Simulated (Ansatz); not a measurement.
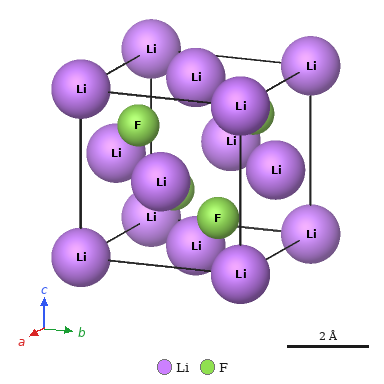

We look at a spheres-only model of the crystal slightly off an axis. Lines trace the edges of the drawn cell (a repeat of the simulation cell).

LiF, a = 4.390 Å, b = 4.289 Å, c = 4.289 Å, α = 90.00°, β = 90.00°, γ = 90.00°. Strictly the space group is I-4m2 (No. 119, within 0.01 Å). It is a distorted form of a face-centred cubic structure, space group F-43m (No. 216) within 0.25 Å: zinc blende (sphalerite type). The structure comes from a structure type filled with these elements by a generator (whether the compound takes this form wasn't checked). The cell was then strained or its atoms displaced on purpose. It was the input of a calculation with Ansatz.

This one geometry was computed with Ansatz (DFT, plane waves, PAW) at three levels of theory: HSE06, r2SCAN and PBE. It was relaxed with r2SCAN and then strained.

Which level gives the highest pressure at this volume, and what does that say about its equilibrium volume?

Highest: PBE (1.6 GPa), which points to the largest equilibrium volume. Lowest, with the smallest volume: r2SCAN (-1.3 GPa). Levels within 0.5 GPa of each other can't be told apart.

How does the band gap change with the level of theory?

PBE: a gap of 7.79 eV, direct; r2SCAN: a gap of 8.52 eV, direct; HSE06: a gap of 9.96 eV, direct.

Collect the results in a table.

| level | cutoff (eV) | k-mesh of the run's cell | gap (eV) | pressure (GPa) |
| --- | --- | --- | --- | --- |
| HSE06 | 420 | 8×8×8 | 9.96 | -0.5 |
| r2SCAN | 500 | 10×10×10 | 8.52 | -1.3 |
| PBE | 420 | 10×10×10 | 7.79 | 1.6 |

Gaps are taken on the k-mesh or band path of each run.
